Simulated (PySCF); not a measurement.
# One shape, several levels: C2H2Cl2 (cis-1,2-Dichloroethene)

We compute a comparison of 6 runs (HF/3-21G, HF/def2-SVP, PBE/STO-3G, PBE0/def2-SVP, PBE/6-311+G**, CCSD(T)/aug-cc-pVDZ) of C2H2Cl2 (cis-1,2-Dichloroethene). 

The results are computed with PySCF 2.14.0.

### 1 Starting point

C2H2Cl2 has 6 atoms, charge 0, and is taken as a singlet. As SMILES, `Cl/C=C\Cl`. Geometry: relaxed at PBE0-D4/def2-TZVP.

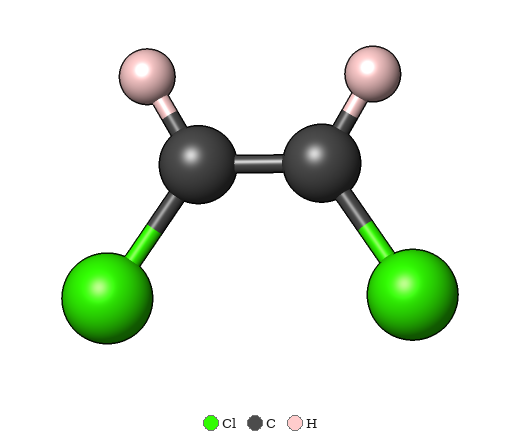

The structure, seen from a chosen angle (chlorine green, carbon dark grey, hydrogen pink).

### 2 Energy and gradient at HF/3-21G (run 1)

Input file input.py:

```python
# cis-1,2-Dichloroethene
from pyscf import gto

system = gto.M(
    atom=[
    ('Cl', (0.715370, -1.874620, -0.448160)),
    ('C', (0.641760, -0.223420, -0.028920)),
    ('C', (-0.475600, 0.475660, 0.100770)),
    ('Cl', (-2.046720, -0.146510, -0.127570)),
    ('H', (1.602850, 0.246110, 0.133560)),
    ('H', (-0.437660, 1.522780, 0.370320)),
],
    verbose=4,
    max_memory=1860,
    basis='3-21g',
)

mf = system.RHF()
mf.conv_tol = 1e-10
mf.kernel()
if not mf.converged:
    mf = mf.newton().run(mf.mo_coeff, mf.mo_occ)

etot = mf.e_tot
print('E(%s) = %.9f' % ('HF', etot))
grad = mf.nuc_grad_method().kernel()
mf.analyze()
```

Command:

```console
$ OMP_NUM_THREADS=1 python input.py
```

Log:

```text
PySCF version 2.14.0

[... 77 lines left out ...]
Two-electron Coulomb Energy =          626.932045514703873
[... 8 lines left out ...]
MO #6   energy= -10.5187759255064  occ= 2
[... 6 lines left out ...]
MO #13  energy= -1.21816591027658  occ= 2
[... 6 lines left out ...]
MO #20  energy= -0.552848867059989 occ= 2
[... 6 lines left out ...]
MO #27  energy= 0.246152505125696  occ= 0
[... 6 lines left out ...]
MO #34  energy= 0.768667832616875  occ= 0
[... 6 lines left out ...]
MO #41  energy= 1.00524850108963   occ= 0
[... 6 lines left out ...]
MO #48  energy= 1.98057485804705   occ= 0
[... 57 lines left out ...]
Dipole moment(X, Y, Z, Debye):  1.43293,  2.17532,  0.61966
```

Run time: 1.5 s. Hardware: 1 thread of Arm Neoverse V1, shared host; peak memory 0.12 GiB.

### 3 Energy and gradient at HF/def2-SVP (run 2)

Input file geometry.xyz:

```xyz
6

Cl     0.715370    -1.874620    -0.448160
C      0.641760    -0.223420    -0.028920
C     -0.475600     0.475660     0.100770
Cl    -2.046720    -0.146510    -0.127570
H      1.602850     0.246110     0.133560
H     -0.437660     1.522780     0.370320
```

Input file calc.py:

```python
# cis-1,2-Dichloroethene
import pyscf.grad
from pyscf import gto

mol = gto.Mole()
mol.atom = 'geometry.xyz'
mol.basis = 'def2-svp'
mol.verbose = 4
mol.spin = 0
mol.charge = 0
mol.max_memory = 1860
mol.build()

calc0 = mol.RHF()
calc0.conv_tol = 1e-10
calc0.kernel()
if not calc0.converged:
    calc0 = calc0.newton().run(calc0.mo_coeff, calc0.mo_occ)

e_tot = calc0.e_tot
print('Final energy', e_tot)
grad = calc0.Gradients().kernel()
calc0.analyze()
```

Command:

```console
$ OMP_NUM_THREADS=1 python calc.py
```

Log:

```text
PySCF version 2.14.0

[... 61 lines left out ...]
Final energy -995.5127788290561
[... 24 lines left out ...]
MO #4   energy= -11.3117606807318  occ= 2
[... 9 lines left out ...]
MO #14  energy= -1.13347225031876  occ= 2
[... 9 lines left out ...]
MO #24  energy= -0.363104919135243 occ= 2
[... 9 lines left out ...]
MO #34  energy= 0.627946504443592  occ= 0
[... 9 lines left out ...]
MO #44  energy= 1.00934148404268   occ= 0
[... 9 lines left out ...]
MO #54  energy= 1.2864267509591    occ= 0
[... 9 lines left out ...]
MO #64  energy= 2.12850612182308   occ= 0
[... 9 lines left out ...]
MO #74  energy= 3.46224975710347   occ= 0
[... 83 lines left out ...]
Dipole moment(X, Y, Z, Debye):  1.15509,  1.75353,  0.49951
```

Wall time 3.6 s (1 thread of Arm Neoverse V1, shared host); peak memory 0.15 GiB.

Runs 3 to 5 aren't shown in full; the table further down has their settings and results.

### 4 A single-point energy at CCSD(T)/aug-cc-pVDZ (run 6)

Input file input.xyz:

```xyz
6

Cl     0.715370    -1.874620    -0.448160
C      0.641760    -0.223420    -0.028920
C     -0.475600     0.475660     0.100770
Cl    -2.046720    -0.146510    -0.127570
H      1.602850     0.246110     0.133560
H     -0.437660     1.522780     0.370320
```

Input file calc.py:

```python
from pyscf import gto, scf, cc

mol = gto.M(
    atom='input.xyz',
    spin=0,
    basis='aug-cc-pvdz',
    verbose=4,
    max_memory=1860,
    charge=0,
)

hf = scf.RHF(mol)
hf.conv_tol = 1e-10
hf.kernel()
if not hf.converged:
    hf = hf.newton().run(hf.mo_coeff, hf.mo_occ)

mycc = cc.CCSD(hf, frozen=12)
mycc.kernel()
e_t = mycc.ccsd_t()
energy = mycc.e_tot + e_t
print('E(%s) = %.9f' % ('CCSD(T)', energy))
dip = hf.dip_moment()
pop, q = hf.mulliken_pop()
```

Command:

```console
$ OMP_NUM_THREADS=1 python calc.py
```

Log:

```text
PySCF version 2.14.0

[... 60 lines left out ...]
converged SCF energy = -995.885767062857
[... 12 lines left out ...]
Init t2, MP2 energy = -996.454142557612  E_corr(MP2) -0.568375494755516
[... 12 lines left out ...]
CCSD converged
[... 3 lines left out ...]
Dipole moment(X, Y, Z, Debye):  1.14436,  1.73725,  0.49487
[... 125 lines left out ...]
charge of    5H =     -0.24105
```

Run time: 100 s. Hardware: 1 thread of Arm Neoverse V1, shared host; peak memory 0.96 GiB.

### 5 The series

```csv
run,level,integration grid,task,energy (Eh),dipole moment (D) of the reference,HOMO energy (eV),LUMO energy (eV),wall time
1,HF/3-21G,–,gradient,-991.010797,2.68,-10.20,3.74,1.5 s
2,HF/def2-SVP,–,gradient,-995.512779,2.16,-9.88,3.71,3.6 s
3,PBE/STO-3G,5,gradient,-986.294104,2.25,-4.59,1.06,6.3 s
4,PBE0/def2-SVP,5,gradient,-997.041438,1.78,-7.22,-0.24,18 s
5,PBE/6-311+G**,5,gradient,-997.353138,1.74,-6.28,-1.47,33 s
6,CCSD(T)/aug-cc-pVDZ,–,energy,-996.513772,2.14,-10.00,0.91,100 s
```

### 6 Summary of results

| quantity | value |
| --- | --- |
| run 6: total energy | -996.51377 Eh |
| run 6: dipole moment (Hartree–Fock density) | 2.14 D |
| run 6: HOMO energy (Hartree–Fock orbitals) | -10.00 eV |
| run 6: LUMO energy (Hartree–Fock orbitals) | 0.91 eV |
| run 6: HOMO–LUMO gap (Hartree–Fock orbitals) | 10.90 eV |
| run 6: correlation energy (12 core orbitals frozen) | -628.0 mEh |
| run 6: (T) correction | -22.68 mEh |
| run 6: T1 diagnostic | 0.011 |

What this shows: Over runs 1, 2, 3, 4, 5 the dipole moment (its size) runs from 1.74 D (PBE/6-311+G**) to 2.68 D (HF/3-21G). The two ends differ in method and basis. Over runs 1, 2, 3, 4, 5 the HOMO–LUMO gap runs from 4.81 eV (PBE/6-311+G**) to 13.94 eV (HF/3-21G). Totals of different functionals can't be ranked against each other. In run 3 the basis is minimal, so the values are rough. All runs together took 2.7 min, the longest 100 s.
